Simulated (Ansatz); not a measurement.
System: Cu₂Ni, space group P-62m, 6 atoms in the cell.

```xyz
6
Lattice="4.3782 0.0000 0.0000 -2.1891 3.7917 0.0000 0.0000 0.0000 4.1716" Properties=species:S:1:pos:R:3 pbc="T T T"
Cu    0.0000    0.0000    0.0000
Cu   -0.7390    1.2799    2.0858
Cu    1.4501    2.5117    2.0858
Cu    1.4779    0.0000    2.0858
Ni    2.1891    1.2639    0.0000
Ni    0.0000    2.5278    0.0000
```

Level of theory: DFT PBE, scalar-relativistic, plane waves, PAW, no spin polarisation, 12×12×10 k mesh; code Ansatz.

What will the band structure and density of states look like? The path is Γ–M–K–Γ–A–L–H–A|L–M|H–K.

A metal: bands cross the Fermi level along this path. Bands cross the Fermi level on Γ–M, M–K, K–Γ, A–L, L–H, H–A, L–M and H–K, and not on Γ–A. The density of states at the Fermi level isn't well fixed here: it changes fast, and within 0.3 eV it runs from 2.7 to 7.8 per eV and cell. By projected weight, the states within 0.3 eV of the Fermi level are Ni 3d (75 %) and Cu 3d (15 %).

The run has no spin polarisation, so a magnetic state may lie lower. The structure is an invented one, so it need not be a known or stable phase.

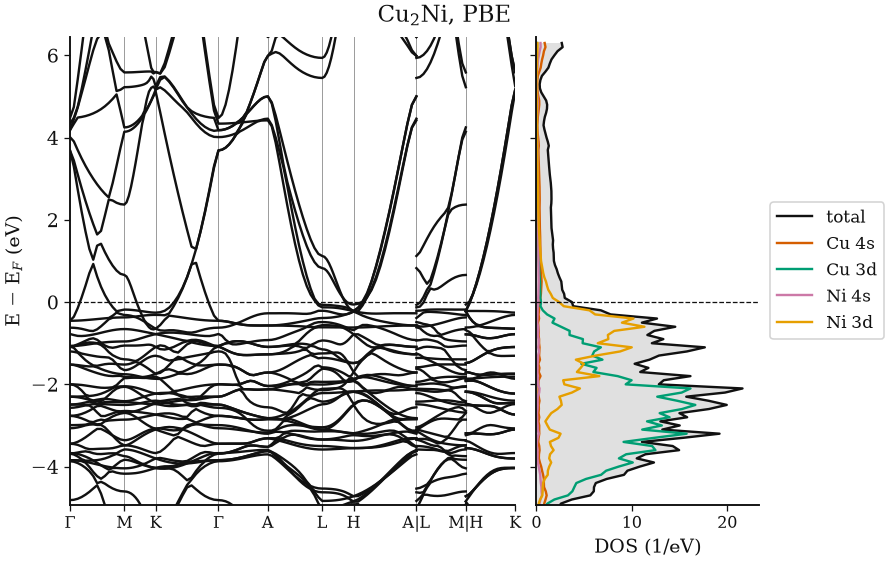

Band structure and density of states. Energies are counted from the Fermi level. The partial curves are projected on Löwdin-orthogonalised atomic shells; they sum to less than the total at higher energies, where shells without a projector contribute.
